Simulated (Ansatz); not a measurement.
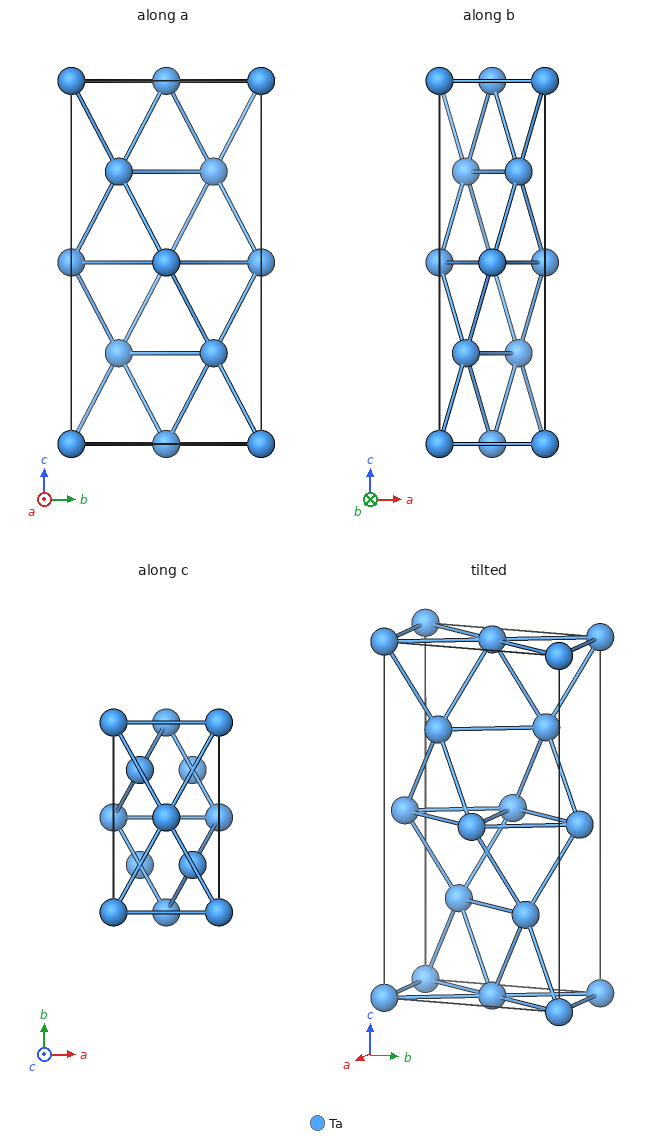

The figure gives a ball-and-stick picture of the atoms, viewed along the a axis, along the b axis, along the c axis and slightly off an axis. The frame is the conventional unit cell; atoms at its boundary are shown with their periodic copies.

Lattice parameters: a = 2.7575 Å, b = 4.9626 Å, c = 9.4929 Å, α = 90.000°, β = 90.000°, γ = 90.000°.

Question: Set out the cell and atoms as a CIF with its space group and independent sites.

Answer:
```cif
data_structure
_symmetry_space_group_name_H-M 'F d d d :1'
_symmetry_Int_Tables_number 70
_cell_length_a 2.7575
_cell_length_b 4.9626
_cell_length_c 9.4929
_cell_angle_alpha 90.000
_cell_angle_beta 90.000
_cell_angle_gamma 90.000
_cell_volume 129.90
loop_
_atom_site_label
_atom_site_type_symbol
_atom_site_symmetry_multiplicity
_atom_site_Wyckoff_symbol
_atom_site_fract_x
_atom_site_fract_y
_atom_site_fract_z
_atom_site_occupancy
Ta1 Ta 8 a 0.0000 0.5000 0.5000 1
```

The initial geometry was a structure type filled with this element by a generator (whether the element takes this form wasn't checked). Earlier steps of the study may have refined or changed the cell and positions. It was run through Ansatz as a DFT input.

At this level of theory the cell isn't at rest (compressed, at 31 GPa), so its distances can differ from those at equilibrium, the more so the softer the solid.
